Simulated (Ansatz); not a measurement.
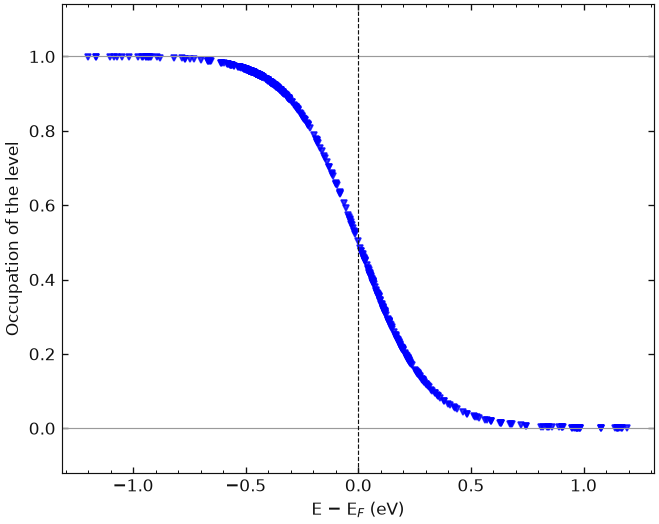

Occupations of the one-electron levels of the k mesh against their energy, from a run on ErH, space group Fm-3m (No. 225), 2 atoms in the cell, with Ansatz.

Which smearing scheme was used (Fermi-Dirac, Gaussian, Methfessel-Paxton or cold), and about what width?

Answer. Fermi-Dirac smearing with a width of 0.15 eV. The occupations stay between 0 and 1 and have long exponential tails; the slope at the Fermi level is 1/(4 × width).
